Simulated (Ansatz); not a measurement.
Run report: Ge₃Si, band-structure calculation

- system: Ge₃Si (Cmmm, 4 atoms in the cell)
- method: DFT PBE, scalar-relativistic, plane waves, PAW, no spin polarisation (Ansatz 0.2.0)

The structure was made by a generator, so it may or may not be a known phase. Figures and captions count atoms from 1; the log counts them from 0 in places.

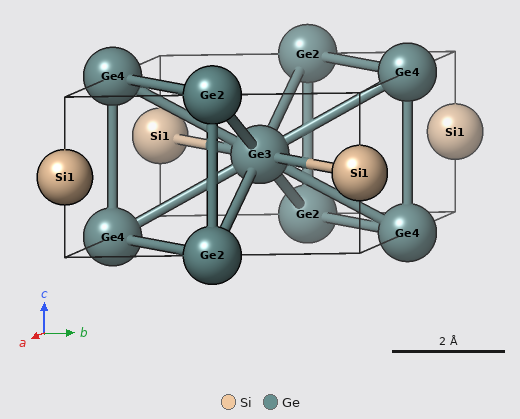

Fig. 1: The input geometry (ball-and-stick view of the cell of the calculation, seen slightly off an axis; atoms are numbered from 1 in the order of the input).

The input:
```yaml
crystal:
  lattice:
    - [2.8688344615, -4.4449765756, 0.0]
    - [2.8688344615, 4.4449765756, 0.0]
    - [0.0, 0.0, 2.8962093432]
  atoms:
    - { symbol: Si, position: [0.0, 0.0, 0.5] }
    - { symbol: Ge, position: [0.0, 0.5, 0.0] }
    - { symbol: Ge, position: [0.5, 0.5, 0.5] }
    - { symbol: Ge, position: [0.5, 0.0, 0.0] }
basis:
  ecutwfc: 420
kpoints:
  mp_grid: { grid: [10, 10, 16] }
  band_path:
    path:
      - [[0.0, 0.0, 0.0], [-0.5, 0.5, 0.0], [-0.35413867, 0.64586133, 0.0]]
      - [[0.35413867, 0.35413867, 0.0], [0.0, 0.0, 0.0], [0.0, 0.0, 0.5], [0.35413867, 0.35413867, 0.5]]
      - [[-0.35413867, 0.64586133, 0.5], [-0.5, 0.5, 0.5], [-0.5, 0.5, 0.0]]
      - [[0.0, 0.0, 0.0], [0.0, 0.5, 0.0], [0.0, 0.5, 0.5], [0.0, 0.0, 0.5], [-0.5, 0.5, 0.5]]
    npoints: 14
hamiltonian:
  xc: pbe
scf:
  occupations: { method: gaussian, width: 0.1 }
  n_extra_bands: 10
output:
  forces: true
  stress: true
  eigenvalues: true
  populations: true
  dos: { projected: true, de: 0.02, nscf_kmesh: { grid: [12, 12, 20] } }
  bader: true
  write_density: true
  write_potential: true
  elf: true
  volumetric_format: npy
```

Command:
```bash
ansatz run input.yaml --threads 1 --pin off --max-ram 2560MiB --backend cpu --events-out ev --progress --plain --runs-dir out
```

Log:
```
scf.n_extra_bands = 10 over 23 filled bands (N_el = 46.0): the run solves 33 bands
Engine: ansatz 0.2.0, x86_64-unknown-linux-gnu
Pseudopotentials: kind: paw
Pseudopotential: Si, paw, valence charge 4, recommended cutoff 420 eV (normal), Si.paw.azcp
Pseudopotential: Ge, paw, valence charge 14, recommended cutoff 420 eV (normal), Ge.paw.azcp
Functional definition: PBE
  parameter kappa = 0.804
  parameter beta = 0.06672455060314922
  exchange = pbe_x(kappa = kappa, mu = beta*pi^2/3)
  correlation = pbe_c(beta = beta)
Crystal: 4 atoms, lattice volume = 73.864 Å³
Basis set: ecut = 420 eV, 1427 PW (Γ), exchange–correlation on 72×72×40 points (8 copies of the dense FFT grid, shifted against one another)
Bands: 33, of which v1, the nominal top of the filled ones, is band 23 counted from 1 (22 counted from 0)
Symmetry: 8 space group operations
Space group: Cmmm (ITA 65), of the structure as read, at distance tolerance 4.2e-5 Å
k-points: 279 of 1600
Non-local potential: Si, projectors of the file, l = 0: 2, l = 1: 2, l = 2: 2
Non-local potential: Ge, projectors of the file, l = 0: 2, l = 1: 2, l = 2: 3, l = 3: 1
PAW form: soft (Blöchl's): semilocal exchange-correlation on the pseudo side does not see the compensation charge
PAW one-centre angular grid: Si, 110 points (default); XC on 64 Gauss nodes
PAW one-centre angular grid: Ge, 590 points (default); XC on 64 Gauss nodes
Initial density: superposition of atomic densities (neutral atoms: chi_scale 0, normalization atom), corrected by the library's trained network
Initial wavefunctions: pseudopotential atomic-orbital guess
Functional: x = pbe(κ = 0.804, μ = 0.2195149727645171), c = pbe(β = 0.06672455060314922)
SCF iter   1: F=—  HF=-13519.031159 eV  |F-HF|=—  |Δ(HF+E_count)|=         —  Δρ=1.20e-3  dr2=1.71e-3  ethr=1.77e-3  ⟨swp⟩=5.8  Hψ=38826  notcnv=0  defer=93
preconditioner: auto → Kerker (q_TF=auto, 2.521 Å⁻¹)  [metal: Δε(μ)=0.014 eV  Ē_g=22.813 eV  σ=0.100 eV  W_gap=0.08  n_scr=14 (ndim 8)  ℏωp=29.3 eV  f_vac=0.000  D(μ)=1.79/eV (n_scr^D=6)]
SCF iter   2: F=—  HF=-13519.030332 eV  |F-HF|=—  |Δ(HF+E_count)|=   8.27e-4  Δρ=7.29e-4  dr2=5.34e-4  ethr=3.71e-6  ⟨swp⟩=2.3  Hψ=17573  notcnv=0  defer=145
SCF iter   3: F=—  HF=-13519.030363 eV  |F-HF|=—  |Δ(HF+E_count)|=   3.18e-5  Δρ=3.16e-4  dr2=9.49e-5  ethr=1.16e-6  ⟨swp⟩=2.1  Hψ=12756  notcnv=0  defer=145
SCF iter   4: F=—  HF=-13519.030321 eV  |F-HF|=—  |Δ(HF+E_count)|=   4.26e-5  Δρ=9.85e-5  dr2=6.66e-6  ethr=2.06e-7  ⟨swp⟩=2.0  Hψ=14533  notcnv=0  defer=145
SCF iter   5: F=—  HF=-13519.030321 eV  |F-HF|=—  |Δ(HF+E_count)|=   1.23e-7  Δρ=2.78e-5  dr2=5.20e-7  ethr=1.45e-8  ⟨swp⟩=2.0  Hψ=14689  notcnv=0  defer=145
SCF iter   6: F=-13519.030321 eV  HF=-13519.030321 eV  |F-HF|=1.89e-8  |Δ(HF+E_count)|=   6.92e-8  Δρ=6.50e-6  dr2=3.47e-8  ethr=2.17e-10  ⟨swp⟩=11.0  Hψ=59647  notcnv=0
SCF 1 converged in 6 iterations: F = -13519.030321 eV  dr2 = 3.47e-8
  greatest PAW one-centre occupation: 0.998 electrons in one spin orbital (limit 2), on the Ge atom at site 3 (counted from 0), in its partial waves of l = 2
```

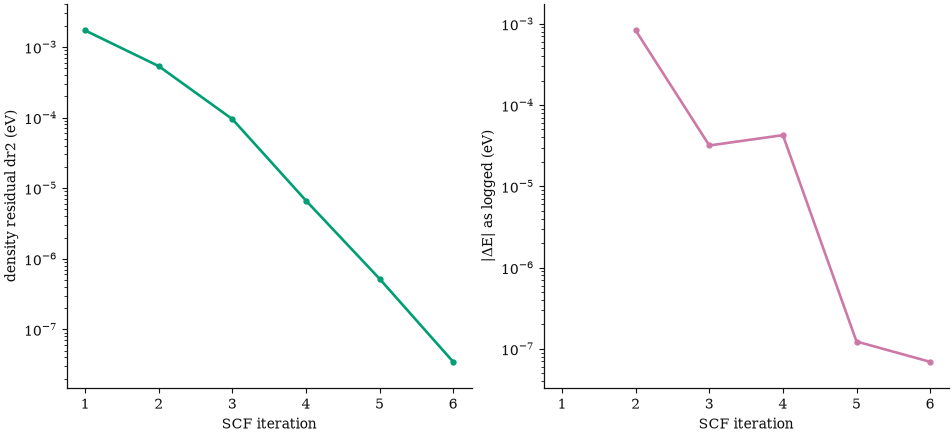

Fig. 2: Convergence of the self-consistent field: density residual dr2 and size of the energy change against the SCF iteration. The residual falls at every step.

```
NSCF: frozen V_eff on 158 k-points
NSCF: frozen V_eff on 473 k-points
SCF converged after 6 iterations
Free energy (F): -13519.030321 eV
Harris-Foulkes:  -13519.030321 eV  (|F-HF|=1.89e-8)
Internal energy: -13519.021332 eV  (E = F + TS)
E sigma→0 (E₀):  -13519.025826 eV
Entropy (-TS):   -0.008989 eV (-2.247 meV/atom)
Fermi energy:    10.533089 eV
--- Per-component energies (eV) ---
  E_band       = -343.169808
  E_kinetic    = 368.341107
  E_local      = -7005.753980  (includes V_loc(G=0)·N_el)
  E_nonlocal   = 1270.583629
  E_hartree    = 3091.260079
  E_xc         = -281.787818
  E_vxc        = -239.927584  (∫ρ·V_xc dr)
  E_paw        = -6559.841384  (= ΣΔE_a)
  E_vpaw       = -918.943806  (= ΣTr[D̂ρ^β])
  E_aug_tail   = 0.000866  (compensation charges beyond the density's cutoff)
  E_ewald      = -4401.823832
  E_smearing   = -0.008989  (= −TS)
  E_closure    = -0.000000  (closes the sum)
  Σ components = -13519.030321   (vs F -13519.030321, Δ=0.00e0)
--- Forces (eV/Å), atoms counted from 1 ---
  atom   1  Si     0.00000000     0.00000000     0.00000000
  atom   2  Ge     0.00000000     0.00000000     0.00000000
  atom   3  Ge     0.00000000     0.00000000     0.00000000
  atom   4  Ge     0.00000000     0.00000000     0.00000000
  max |Σ_I F_I| component: 2.52e-29 eV/Å
--- Stress (GPa, compression-positive) ---
        0.021593       0.000000       0.000000
        0.000000       0.018815       0.000000
        0.000000       0.000000       0.010148
  P = ⅓ Tr σ = 0.0169 GPa (0.169 kbar)
--- Band table (eV; the first three rows and the last of 279) ---
  k-point 0: bands = ["-14.3087", "-14.2717", "-14.2632", "-14.2572", "-14.2440", "-14.2384", "-14.2366", "-14.2089", "-14.1968", "-14.1825", "-14.1766", "-14.1655", "-14.1475", "-14.1468", "-14.1378", "-2.6386", "2.6339", "3.0339", "4.2764", "4.8844", "4.9232", "5.5894", "13.9499", "14.2576", "16.3552", "16.5207", "17.1759", "17.8476", "18.0489", "18.4231", "19.4610", "19.4807", "19.6920"]
  k-point 1: bands = ["-14.3053", "-14.2694", "-14.2592", "-14.2557", "-14.2413", "-14.2375", "-14.2371", "-14.2100", "-14.1986", "-14.1828", "-14.1764", "-14.1669", "-14.1502", "-14.1489", "-14.1381", "-2.5699", "2.6995", "3.0970", "4.3297", "4.9539", "4.9916", "5.6610", "12.9963", "14.3232", "16.2813", "16.4355", "17.3124", "17.6837", "17.7020", "18.4696", "18.7837", "19.0938", "19.7240"]
  k-point 2: bands = ["-14.2966", "-14.2623", "-14.2523", "-14.2485", "-14.2400", "-14.2327", "-14.2320", "-14.2131", "-14.2039", "-14.1838", "-14.1759", "-14.1711", "-14.1579", "-14.1549", "-14.1390", "-2.3636", "2.8959", "3.2848", "4.4839", "5.1614", "5.1960", "5.8753", "11.3534", "14.5192", "15.9256", "15.9907", "16.1019", "16.1718", "17.2883", "18.0058", "18.0637", "19.8087", "20.2867"]
  k-point 278: bands = ["-14.2912", "-14.2763", "-14.2737", "-14.2671", "-14.2447", "-14.2438", "-14.2025", "-14.1896", "-14.1841", "-14.1839", "-14.1539", "-14.1489", "-14.1473", "-14.1332", "-14.1143", "2.5075", "2.9294", "4.8554", "4.8921", "5.4946", "6.1363", "6.4892", "6.4899", "12.3772", "12.3786", "13.0474", "13.2578", "15.9529", "16.3593", "16.3743", "16.3857", "16.5187", "16.5276"]
--- Löwdin populations: 4 sites ---
  site symbol       q [e]
     0     Si      3.9299
     1     Ge     13.9639
     2     Ge     13.9683
     3     Ge     13.9639
  spilling = 0.003783 (of n_electrons = 46.000000)
--- Bader charges: 4 sites ---
  site symbol  charge [e]  shift [e]
     0     Si     -0.0576     0.0000
     1     Ge      0.0250     0.0000
     2     Ge      0.0077     0.0000
     3     Ge      0.0250     0.0000
  estimated error of the sums over rays = 5.0e-4 e
```

File bader_charges.tsv:
```
# site	symbol	x_ang	y_ang	z_ang	partial_charge_e	electrons	volume_ang3	relative_density_drop	shared_charge_e	partial_wave_shift_e
# quadrature_error_electrons = 5.0e-4
0	Si	0.0000	0.0000	1.4481	-0.05764	14.05764	18.53	-	-0.05764	0.00000
1	Ge	1.4344	2.2225	0.0000	0.02497	31.97503	18.42	-	0.02497	0.00000
2	Ge	2.8688	0.0000	1.4481	0.00769	31.99231	18.49	-	0.00769	0.00000
3	Ge	1.4344	-2.2225	0.0000	0.02497	31.97503	18.42	-	0.02497	0.00000
```

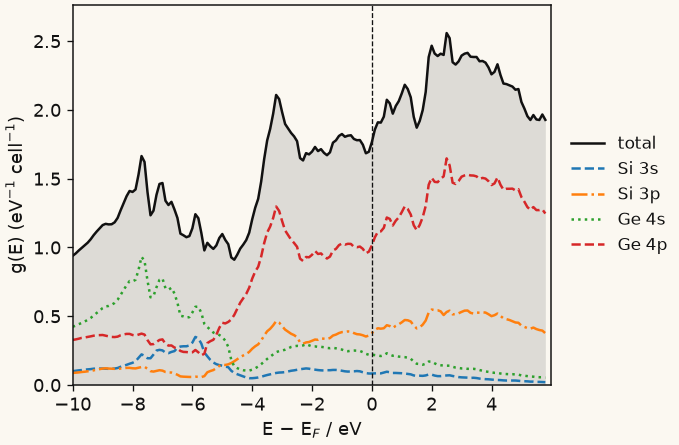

Fig. 3: Density of states (projected on Löwdin-orthogonalised atomic shells), with energies from the Fermi level. There are states at the Fermi level: a metal at this level of theory.

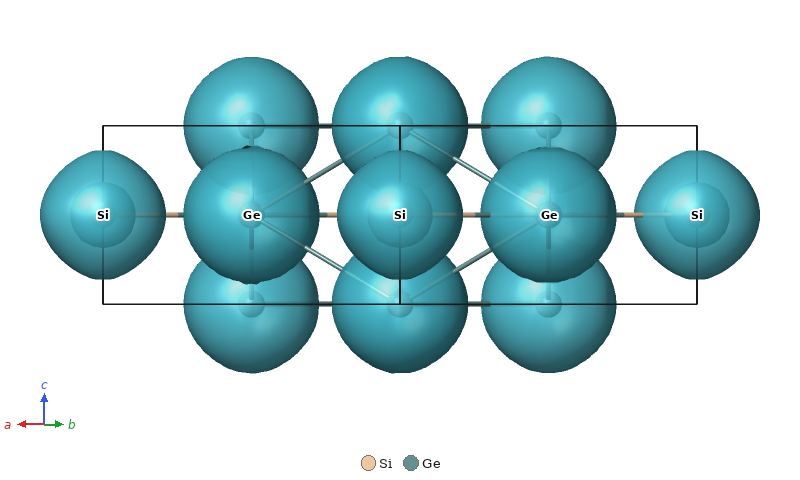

Fig. 4: Isosurface of the valence electron density at 0.3 e/Å³ (cyan), seen along [110]. Sticks mark near contacts. The outline is the cell set on symmetry axes. At this value the density breaks into separate islands; it holds about 80 % of the electrons treated as valence (semicore included). It is pinched off along the Ge–Ge (2.87 Å), Si–Ge (2.87 Å) and Ge–Ge (3.02 Å) contacts. On the grid the lowest density along these lines, outside the cores, is 0.23 e/Å³ (Ge–Ge, 2.87 Å), 0.23 e/Å³ (Si–Ge, 2.87 Å) and 0.18 e/Å³ (Ge–Ge, 3.02 Å). In a PAW calculation such maps are meaningful between the atoms, not at the nuclei.

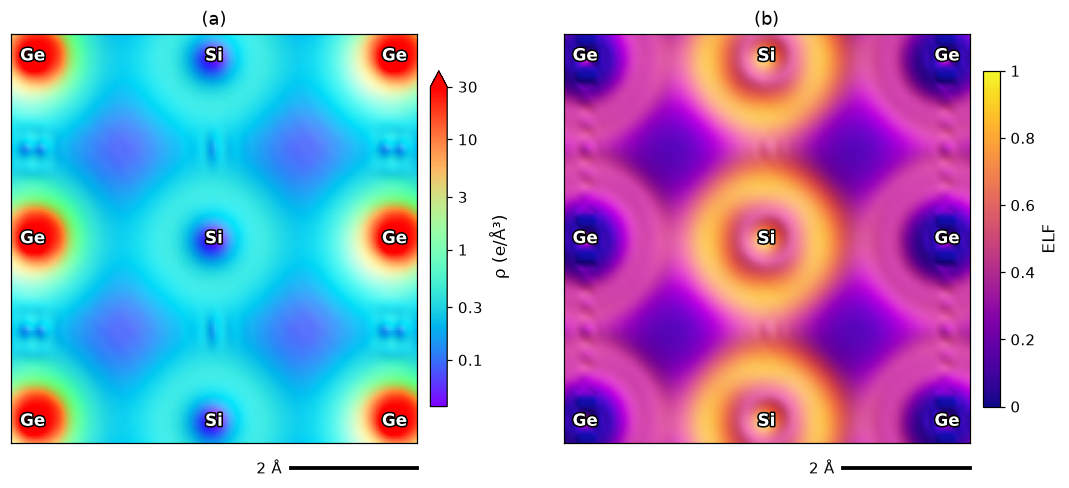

Fig. 5: (a) valence pseudo-density; (b) electron localisation function on the (010) plane of the conventional cell. The section cuts through Si and Ge sites. Ge–Ge (2.90 Å): ρ at the midpoint is about 0.18 e/Å³; the ELF is about 0.35 at the midpoint; no shared electron pair. Si–Ge (2.87 Å): ρ at the midpoint is about 0.23 e/Å³; the ELF is about 0.50 at the midpoint. Away from the nuclei the density in this plane falls to 0.08 e/Å³ at its lowest.

Key numbers:

- outcome: converged
- space group (tolerance 0.01 Å): Cmmm (65)
- electrons treated: 46
- free energy: −13519.0303 eV
- Fermi energy: 10.533 eV
- gap on the k-point mesh: none (metallic)
- pressure: 0.02 GPa
- largest force (length of the vector): under 0.001 eV/Å
- hardware: 1 thread of Intel Xeon @ 2.70GHz, 189 GiB of memory available, shared host
- wall time: 2 min
- peak memory: 0.96 GiB
